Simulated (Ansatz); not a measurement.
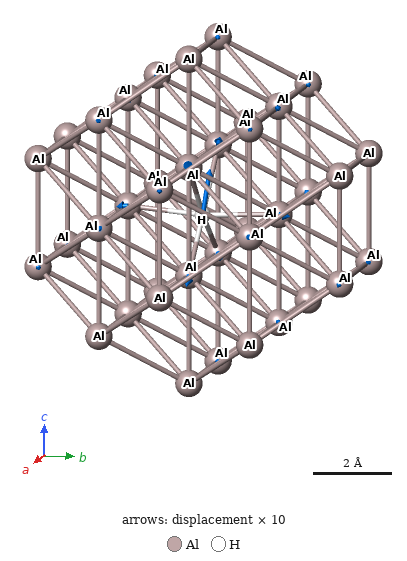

A relaxation of a defect cell of composition Al₂₇H. The starting structure is drawn; blue arrows show the displacements, 10 times their true length.

A ball-and-stick model of the atoms within 5.8 Å of the atom that moves most (axes of the larger cell on standard axes (2 times the calculation's cell)), seen slightly off an axis.

Case: H interstitial, charge +0, atoms relaxed.

Computed with DFT PBE, scalar-relativistic, plane waves, PAW (Ansatz 0.2.0).

Input
```yaml
crystal:
  lattice:
    - [6.0624313821, 0.0, -6.0624313821]
    - [0.0, 6.0624313821, -6.0624313821]
    - [6.0624313821, 6.0624313821, 0.0]
  atoms:
    - { symbol: Al, position: [0.6666666667, 0.6666666667, 0.0] }
    - { symbol: Al, position: [0.6666666667, 0.6666666667, 0.3333333333] }
    - { symbol: Al, position: [0.6666666667, 0.6666666667, 0.6666666667] }
    - { symbol: Al, position: [0.6666666667, 0.3333333333, 1.0] }
    - { symbol: Al, position: [0.6666666667, 0.3333333333, 0.3333333333] }
    - { symbol: Al, position: [0.6666666667, 0.3333333333, 0.6666666667] }
    - { symbol: Al, position: [0.6666666667, 0.0, 0.0] }
    - { symbol: Al, position: [0.6666666667, 0.0, 0.3333333333] }
    - { symbol: Al, position: [0.6666666667, 0.0, 0.6666666667] }
    - { symbol: Al, position: [0.3333333333, 0.6666666667, 1.0] }
    - { symbol: Al, position: [0.3333333333, 0.6666666667, 0.3333333333] }
    - { symbol: Al, position: [0.3333333333, 0.6666666667, 0.6666666667] }
    - { symbol: Al, position: [0.3333333333, 0.3333333333, 0.0] }
    - { symbol: Al, position: [0.3333333333, 0.3333333333, 0.3333333333] }
    - { symbol: Al, position: [0.3333333333, 0.3333333333, 0.6666666667] }
    - { symbol: Al, position: [0.3333333333, 0.0, 0.0] }
    - { symbol: Al, position: [0.3333333333, 0.0, 0.3333333333] }
    - { symbol: Al, position: [0.3333333333, 0.0, 0.6666666667] }
    - { symbol: Al, position: [0.0, 0.6666666667, 0.0] }
    - { symbol: Al, position: [0.0, 0.6666666667, 0.3333333333] }
    - { symbol: Al, position: [0.0, 0.6666666667, 0.6666666667] }
    - { symbol: Al, position: [0.0, 0.3333333333, 0.0] }
    - { symbol: Al, position: [0.0, 0.3333333333, 0.3333333333] }
    - { symbol: Al, position: [0.0, 0.3333333333, 0.6666666667] }
    - { symbol: Al, position: [0.0, 0.0, 0.0] }
    - { symbol: Al, position: [0.0, 0.0, 0.3333333333] }
    - { symbol: Al, position: [0.0, 0.0, 0.6666666667] }
    - { symbol: H, position: [0.8311714956, 0.8179159231, 0.5132703926] }
basis:
  ecutwfc: 420
  xc_grid: 2
kpoints:
  mp_grid: { grid: [3, 3, 3], shift: [0.0, 0.0, 0.0] }
hamiltonian:
  xc: pbe
scf:
  occupations: { method: gaussian, width: 0.1 }
output:
  forces: true
  stress: false
  eigenvalues: true
  write_density: true
  write_potential: true
  elf: true
  volumetric_format: npy
relax:
  adjacent_minimum: "off"
  f_tol: 0.02
  max_steps: 60
```

Command:
```bash
ansatz run input.yaml --threads 4 --pin off --max-ram 8192MiB --backend cpu --events-out ev --progress --plain --runs-dir out
```

Question: Which element moves most?

Answer: Hydrogen: up to 0.12 Å, against 0.03 Å for aluminium.

Question: Describe the change and its energy.

Answer: H28 moves most: 0.12 Å roughly along [−1 0 3]. By element the largest moves are H 0.12 Å, Al 0.03 Å. The lattice vectors keep their values. Among the contacts that change: Al3–H28 1.915 → 2.050 Å, Al21–H28 1.956 → 2.052 Å, Al26–H28 2.128 → 2.052 Å, Al20–Al21 2.858 → 2.902 Å. The energy falls by 34.4 meV per cell of the calculation in 4 geometry steps. The largest force component goes from 0.34 to 0.0031 eV/Å.
